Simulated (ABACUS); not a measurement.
**Energy of BaTe along an even scaling of the cell**

System: BaTe (2 atoms in the cell).
Method: Kohn-Sham DFT of a periodic cell, PBE, PseudoDojo NC SR 0.4.1 PBE standard, no spin polarisation (ABACUS 3.10.1).

The 7 runs differ only in the geometry, by an even scaling of the cell at fixed fractional positions. The structure derives from an entry of the Crystallography Open Database.

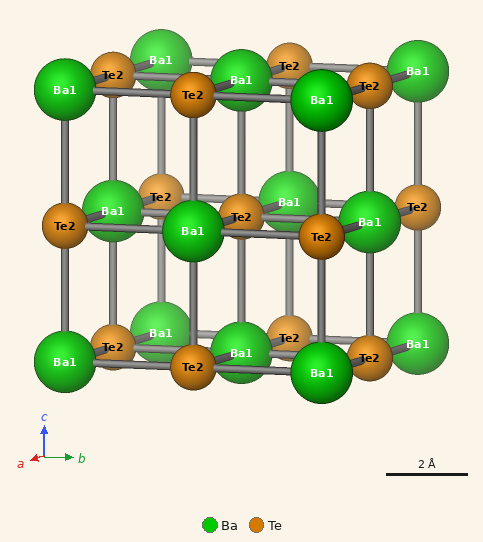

Figure 1. The structure of run 4 (ball-and-stick view of the cell 4 times as large as that of the calculation, set on its symmetry axes, seen slightly off an axis; atoms are numbered from 1 in the order of the input).

## The input of run 4
```
INPUT_PARAMETERS
suffix              BaTe
calculation         scf
basis_type          lcao
pseudo_dir          ./
orbital_dir         ./
symmetry            1
dft_functional      pbe
ecutwfc             100
pseudo_rcut         10
nspin               1
nbands              17
ks_solver           genelpa
smearing_method     fd
smearing_sigma      0.00367493
scf_thr             1e-07
scf_nmax            100
mixing_type         broyden
mixing_beta         0.7
cal_force           1
cal_stress          1
out_mul             1
```

## File STRU of run 4
```
ATOMIC_SPECIES
Ba 137.3270 Ba.upf
Te 127.6000 Te.upf

NUMERICAL_ORBITAL
Ba_confined-atom_9au_3s2p2d.orb
Te_confined-atom_8au_2s2p2d.orb

LATTICE_CONSTANT
1.8897261246

LATTICE_VECTORS
0.0000000000 3.4100000000 3.4100000000
3.4100000000 0.0000000000 3.4100000000
3.4100000000 3.4100000000 0.0000000000

ATOMIC_POSITIONS
Direct

Ba
0.0
1
0.0000000000 0.0000000000 0.0000000000 1 1 1

Te
0.0
1
0.5000000000 0.5000000000 0.5000000000 1 1 1
```

## File KPT of run 4
```
K_POINTS
0
Gamma
7 7 7 0 0 0
```

Command:
```bash
OMP_NUM_THREADS=1 mpirun -np 4 abacus > log
```

Run 6 differs from it as follows:
```diff
-0.0000000000 3.4100000000 3.4100000000
-3.4100000000 0.0000000000 3.4100000000
-3.4100000000 3.4100000000 0.0000000000
+0.0000000000 3.4548735670 3.4548735670
+3.4548735670 0.0000000000 3.4548735670
+3.4548735670 3.4548735670 0.0000000000
```

## Results, with one run withheld

```tsv
run	volume per atom (Å³)	free energy per atom, from the lowest run given (meV)	pressure (GPa)	gap on the mesh (eV)
1	37.273	148.48	8.27	1.13
2	38.066	110.67	7.02	1.19
3	38.859	78.85	5.89	1.26
4	39.652	52.25	4.86	1.31
5	40.445	30.52	3.92	1.37
6	41.238	?	?	?
7	42.031	0.00	2.30	1.46
```

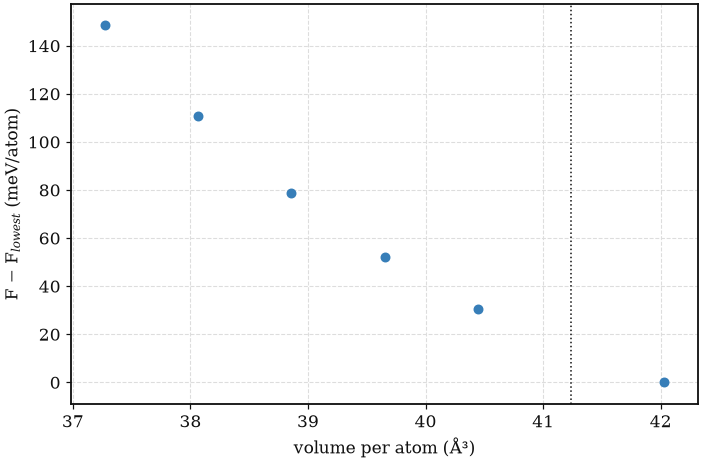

Figure 2. Free energy per atom of the runs given; the dotted line marks run 6.

Estimate the energy of run 6 from the others.

A cubic polynomial in V^(−2/3) (the Birch–Murnaghan form), fitted to the 6 runs given, misses them by at most 0.04 meV per atom. With x = V^(−2/3) − 0.08646 Å⁻², it reads F = 62.264 + 22409 x + 1.5405e+06 x² + 5.456e+05 x³ (meV per atom). At run 6 it gives 13.25 meV per atom, and the run itself gives 13.29. The slope of the fit gives a pressure −dF/dV of 3.07 GPa there, and the run prints 3.07 GPa. The fit has no minimum inside this range. The gap on the mesh goes, without turning, from 1.13 eV in run 1 to 1.46 eV in run 7; run 6 has 1.42 eV. These are gaps of this functional on this mesh, which can miss the band edges; they aren't the measured gap.

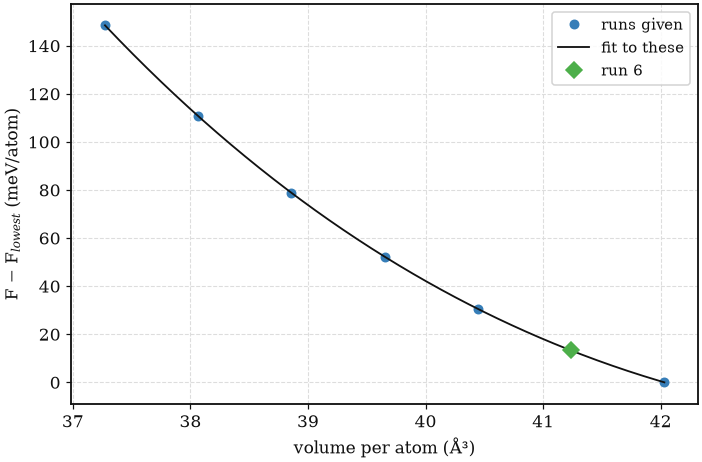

Figure 3. The fit and the withheld run.

## Some lines of the output (run 6)
```
[...]
                             Volume (A^3) = 82.4757
 E_Fermi        0.5479510135         7.4552560091
 E_Fermi        0.5678978130         7.7266461381
 E_Fermi        0.5690825481         7.7427652866
 E_Fermi        0.5714353886         7.7747773236
 E_Fermi        0.5716982398         7.7783535984
 E_Fermi        0.5717193134         7.7786403183
 E_Fermi        0.5717243371         7.7787086703
 E_KS(sigma->0) -266.1458647973      -3621.1002603806
 E_Fermi        0.5717249651         7.7787172146
 final etot is -3621.1002604 eV
 EFERMI = 7.7787172146 eV
 TOTAL-PRESSURE: 30.697227 KBAR
 !FINAL_ETOT_IS -3621.1002603948859360 eV
```

Notes: Points of doubt noted for this run: home made orbitals.
